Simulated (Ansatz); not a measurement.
Given this structure, the input geometry of an electronic-structure calculation (not necessarily at equilibrium); the starting structure was generated, so it need not be a known form of this composition, written in its standard cell:

```yaml
crystal:
  lattice:
    - [4.51124, 0.00000, 0.00000]
    - [0.00000, 4.51124, 0.00000]
    - [0.00000, 0.00000, 4.51124]
  atoms:
    - { symbol: Hf, position: [0.00000, 0.00000, 0.00000] }
    - { symbol: Hf, position: [0.00000, 0.50000, 0.50000] }
    - { symbol: Hf, position: [0.50000, 0.00000, 0.50000] }
    - { symbol: Hf, position: [0.50000, 0.50000, 0.00000] }
```

Question: What does the kinematic electron diffraction pattern along [111] look like at 200 kV (B = 0.8 Å²)?

Answer: The spots form a hexagonal net with both shortest vectors at d = 1.59 Å, 60.0° apart. They are -2 2 0 and -2 0 2. The pattern has symmetry 6mm. The lattice centring (F) removes all reflections that break h + k = 2n, h + l = 2n.

Strongest reflections with d > 0.80 Å, one of each family (|F|² from tabulated Gaussian fits of the electron scattering factors, times a small damping for the curvature of the Ewald sphere):

```csv
hkl,d (Å),I (strongest = 100)
2 0 -2,1.595,100
4 -2 -2,0.921,23
4 0 -4,0.797,14
```

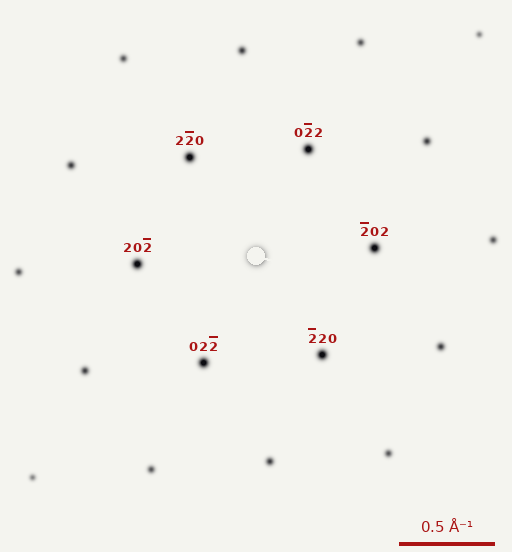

Calculated pattern, seen from the source side with [111] pointing towards the source.
